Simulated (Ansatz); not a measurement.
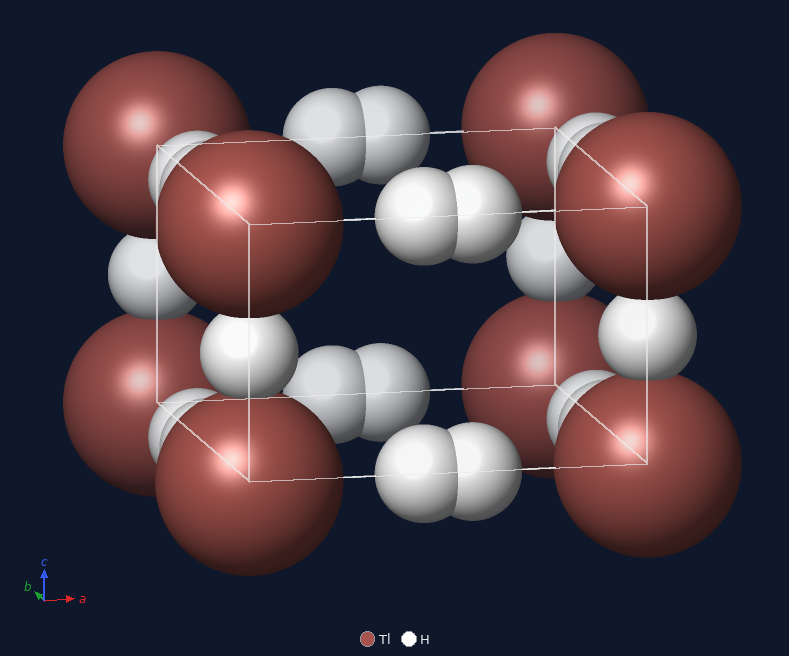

The image is a space-filling drawing of a crystal, viewed slightly off an axis. The frame is the conventional unit cell; atoms at its boundary are shown with their periodic copies. Finite groups of bonded atoms are drawn whole. Cell: a = 6.29 Å, b = 6.29 Å, c = 4.04 Å, α = 90.00°, β = 90.00°, γ = 90.00°.

The cell started as a random cell made by a generator, so it need not be a real form of the compound. Earlier steps of the study may have refined or changed the cell and positions. An electronic-structure calculation with Ansatz was run on it.

**Describe the crystal.**

This is TlH$_{5}$. Symmetry: P4/mmm (No. 123), primitive tetragonal lattice. One cell contains 1 Tl, 5 H, 6 atoms in all. Each Tl atom is coordinated by two H in a linear arrangement at about 2.0 Å. H takes two kinds of site: 4l with one H at about 0.8 Å; 1b with two Tl in a linear arrangement at about 2.0 Å.

All computed values are from DFT PBE, scalar-relativistic, plane waves, PAW in Ansatz 0.2.0. Settings: plane waves up to 420 eV, a 6×6×10 k-point mesh, Gaussian smearing of 0.1 eV, no spin polarisation.

**What is the electronic character?**

A metal: bands cross the Fermi level.

**What are the atomic charges by Bader's partition?**

Tl +0.36 e; H -0.23 to -0.03 e.

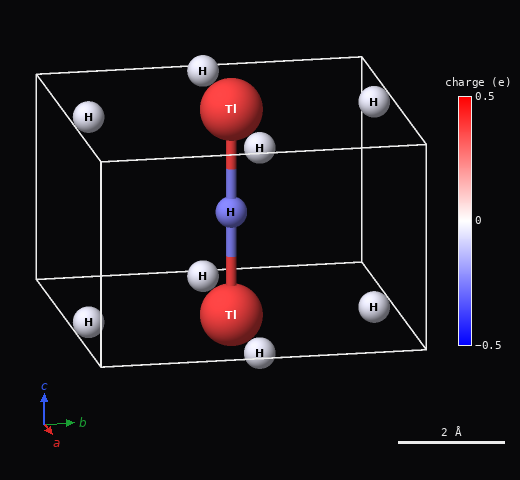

The atoms coloured by those charges. The run's cell of 6 atoms is drawn, so axes and origin can differ from the first picture.

**Is the structure in equilibrium?**

Yes. All forces vanish to within 0.01 eV/Å. The pressure is 0.0 GPa, close to zero.
